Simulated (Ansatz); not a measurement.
## Run report: AgCl, single-point calculation

The run: single-point calculation of AgCl (2 atoms in the cell). Method and program: DFT, r2SCAN, plane waves, PAW, no spin polarisation (Ansatz 0.2.0).

The structure was built on a prototype by a generator. The geometry comes from this level: r2SCAN. It belongs to a series of runs on one base structure; here: own cell. Figures and captions count atoms from 1; the log counts them from 0 in places.

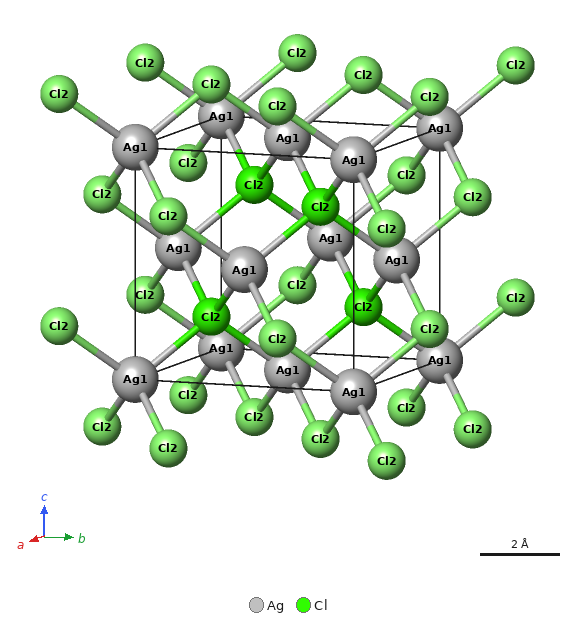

Fig. 1: The structure as given in the input (ball-and-stick view of the cell 4 times as large as that of the calculation, set on its symmetry axes, seen slightly off an axis; neighbours outside the cell are drawn fainter; atoms are numbered from 1 in the order of the input). Near neighbours in the crystal (not all of them lie inside the picture): Ag has 4 Cl at 2.59 Å; Cl has 4 Ag at 2.59 Å.

The input
```yaml
crystal:
  lattice:
    - [0.0, 2.9932466769, 2.9932466769]
    - [2.9932466769, 0.0, 2.9932466769]
    - [2.9932466769, 2.9932466769, 0.0]
  atoms:
    - { symbol: Ag, position: [0.0, 0.0, 0.0] }
    - { symbol: Cl, position: [0.25, 0.25, 0.25] }
kpoints:
  mp_grid: { grid: [6, 6, 6] }
hamiltonian:
  xc: r2scan
scf:
  occupations: { method: fixed }
  n_extra_bands: 4
output:
  forces: true
  stress: true
  eigenvalues: true
```

Run on 2 threads of Arm Neoverse V2, 24 GiB of memory available, shared host.

Command:
```bash
ansatz run input.yaml --threads 2 --pin off --max-ram 2764MiB --backend cpu --events-out ev --progress --plain --runs-dir out
```

Output
```
scf.n_extra_bands = 4 over 13 filled bands (N_el = 26.0): the run solves 17 bands
Engine: ansatz 0.2.0, aarch64-unknown-linux-gnu
Pseudopotentials: kind: paw
Pseudopotential: Ag, paw, valence charge 19, recommended cutoff 500 eV (meta_gga), Ag.paw.azcp
Pseudopotential: Cl, paw, valence charge 7, recommended cutoff 500 eV (meta_gga), Cl.paw.azcp
Functional definition: r2SCAN
  parameter k0 = 0.174
  parameter k1 = 0.065
  parameter a1 = 4.9479
  exchange = r2scan_x(k0 = k0, k1 = k1, a1 = a1)
  correlation = r2scan_c
Crystal: 2 atoms, lattice volume = 53.636 Å³
Basis set: ecut = 500 eV, 1363 PW (Γ), exchange–correlation on 128×128×128 points (64 copies of the dense FFT grid, shifted against one another)
Bands: 17, of which v1, the nominal top of the filled ones, is band 13 counted from 1 (12 counted from 0)
Symmetry: 24 space group operations
Space group: F-43m (ITA 216), of the structure as read, at distance tolerance 3.8e-5 Å
k-points: 16 of 216 (time reversal used)
Non-local potential: Ag, projectors of the file, l = 0: 3, l = 1: 2, l = 2: 2, l = 3: 1
Non-local potential: Cl, projectors of the file, l = 0: 2, l = 1: 2, l = 2: 2
PAW form: soft (Blöchl's): semilocal exchange-correlation on the pseudo side does not see the compensation charge
PAW frozen core: Ag, regenerated for the run's functional (the file was generated under x = pbe(κ = 0.804, μ = 0.2195149727645171), c = pbe(β = 0.06672455060314922))
PAW frozen core: Cl, regenerated for the run's functional (the file was generated under x = pbe(κ = 0.804, μ = 0.2195149727645171), c = pbe(β = 0.06672455060314922))
PAW one-centre angular grid: Ag, 590 points (default); XC on 160 Gauss nodes
PAW one-centre angular grid: Cl, 302 points (default); XC on 160 Gauss nodes
Initial density: superposition of atomic densities (neutral atoms: chi_scale 0, normalization atom), corrected by the library's trained network
Initial wavefunctions: pseudopotential atomic-orbital guess
Functional: x = r2scan, c = r2scan; τ floored in thin density (d = 2e-4 eV/Å³)
SCF iter   1: F=—  HF=-8688.640549 eV  |F-HF|=—  |Δ(HF+E_count)|=         —  Δρ=7.00e-3  dr2=1.96e-2  dr2_τ=5.90e-3  ethr=1.77e-3  ⟨swp⟩=5.6  Hψ=1241  notcnv=0  defer=30
preconditioner: auto → none  [insulator: Δε(μ)=1.705 eV  Ē_g=11.329 eV  n_scr=14 (ndim 8)  ℏωp=21.5 eV  f_vac=0.211  ε∞_Penn≈4.6]
SCF iter   2: F=—  HF=-8688.644340 eV  |F-HF|=—  |Δ(HF+E_count)|=   3.79e-3  Δρ=3.95e-3  dr2=4.22e-3  dr2_τ=9.36e-4  ethr=7.55e-5  ⟨swp⟩=3.8  Hψ=652  notcnv=0  defer=32
SCF iter   3: F=—  HF=-8688.643853 eV  |F-HF|=—  |Δ(HF+E_count)|=   4.87e-4  Δρ=1.89e-3  dr2=7.26e-4  dr2_τ=8.71e-5  ethr=1.62e-5  ⟨swp⟩=3.8  Hψ=513  notcnv=0  defer=30
SCF iter   4: F=—  HF=-8688.644079 eV  |F-HF|=—  |Δ(HF+E_count)|=   2.26e-4  Δρ=3.95e-4  dr2=3.82e-5  dr2_τ=7.05e-6  ethr=2.79e-6  ⟨swp⟩=2.1  Hψ=307  notcnv=0  defer=30
SCF iter   5: F=—  HF=-8688.644106 eV  |F-HF|=—  |Δ(HF+E_count)|=   2.76e-5  Δρ=5.83e-5  dr2=1.27e-6  dr2_τ=1.44e-7  ethr=1.47e-7  ⟨swp⟩=2.6  Hψ=392  notcnv=0  defer=9
SCF iter   6: F=-8688.644107 eV  HF=-8688.644107 eV  |F-HF|=2.28e-8  |Δ(HF+E_count)|=   3.54e-7  Δρ=8.77e-6  dr2=2.26e-8  dr2_τ=3.61e-9  ethr=3.85e-10  ⟨swp⟩=5.2  Hψ=1519  notcnv=0
SCF 1 converged in 6 iterations: F = -8688.644107 eV  dr2 = 2.26e-8
  greatest PAW one-centre occupation: 1.002 electrons in one spin orbital (limit 2), on the Ag atom at site 0 (counted from 0), in its partial waves of l = 1
SCF converged after 6 iterations
Free energy (F): -8688.644107 eV
Harris-Foulkes:  -8688.644107 eV  (|F-HF|=2.28e-8)
Internal energy: -8688.644107 eV  (E = F + TS)
E sigma→0 (E₀):  -8688.644107 eV
Fermi energy:    4.846922 eV
--- Per-component energies (eV) ---
  E_band       = -455.831078
  E_kinetic    = 689.202750
  E_local      = -3739.485225  (includes V_loc(G=0)·N_el)
  E_nonlocal   = 113.684367
  E_hartree    = 1638.572528
  E_xc         = -280.125096
  E_vxc        = -394.076138  (∫ρ·V_xc dr)
  E_paw        = -4592.512749  (= ΣΔE_a)
  E_vpaw       = -428.047779  (= ΣTr[D̂ρ^β])
  E_aug_tail   = 0.000093  (compensation charges beyond the density's cutoff)
  E_vtau       = 25.750608  (kinetic-family band-sum trace: ∫τ·v_τ [+ j·A + Jᵃ·Aᵃ] dr)
  E_ewald      = -2517.335057
  E_core_change = -0.645718  (= ΣΔE_core)
  E_smearing   = -0.000000  (= −TS)
  E_closure    = -0.000000  (closes the sum)
  Σ components = -8688.644107   (vs F -8688.644107, Δ=0.00e0)
--- Forces (eV/Å), atoms counted from 1 ---
  atom   1  Ag    -0.00000000     0.00000000     0.00000000
  atom   2  Cl    -0.00000000     0.00000000     0.00000000
  max |Σ_I F_I| component: 1.55e-16 eV/Å
--- Stress (GPa, compression-positive) ---
        0.015656       0.000000      -0.000000
       -0.000000       0.015656       0.000000
       -0.000000       0.000000       0.015656
  P = ⅓ Tr σ = 0.0157 GPa (0.157 kbar)
--- Band table (eV; the first three rows and the last of 16) ---
  k-point 0: bands = ["-87.1273", "-49.8090", "-49.8090", "-49.8090", "-10.6399", "0.6457", "0.6457", "0.6457", "2.6977", "2.6977", "4.8469", "4.8469", "4.8469", "6.4935", "13.4955", "13.4955", "13.4955"]
  k-point 1: bands = ["-87.1273", "-49.8093", "-49.8090", "-49.8090", "-10.5956", "0.5888", "0.6984", "0.6984", "2.6926", "2.6926", "4.2422", "4.7173", "4.7173", "7.2912", "12.6998", "13.7266", "13.7267"]
  k-point 2: bands = ["-87.1273", "-49.8098", "-49.8091", "-49.8091", "-10.5058", "0.5635", "0.7996", "0.7996", "2.7210", "2.7210", "3.3147", "4.4311", "4.4311", "8.5613", "11.9249", "13.8622", "13.8622"]
  k-point 15: bands = ["-87.1273", "-49.8099", "-49.8095", "-49.8094", "-10.4027", "0.5275", "0.9985", "1.1882", "2.6980", "2.8884", "2.9409", "3.2417", "3.7687", "10.7842", "10.9561", "13.6892", "14.0245"]
```

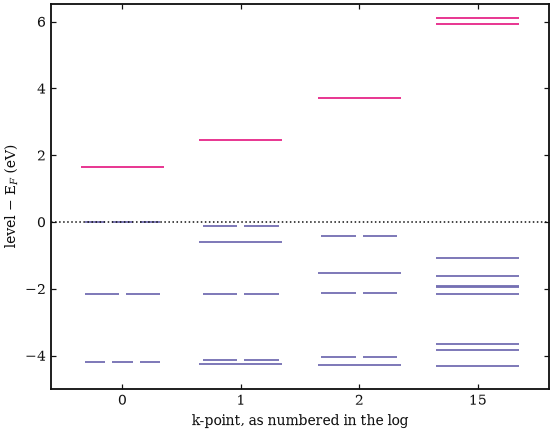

Fig. 2: Kohn–Sham levels near the Fermi level (dotted) at the few k-points that the log prints; levels within 0.02 eV of each other stand side by side. Among these points the highest filled and lowest empty levels are 1.65 eV apart, which is the gap on the mesh.

Results in brief

| quantity | value |
| --- | --- |
| outcome | converged |
| space group (tolerance 0.01 Å) | F-43m (216) |
| electrons treated | 26 |
| free energy | −8688.6441 eV |
| Fermi energy | 4.847 eV |
| gap on the k-point mesh | 1.65 eV |
| pressure | 0.02 GPa |
| largest force (length of the vector) | under 0.001 eV/Å |
| wall time | 1.8 s (CPU time 3.5 s) |
| peak memory | 0.43 GiB |
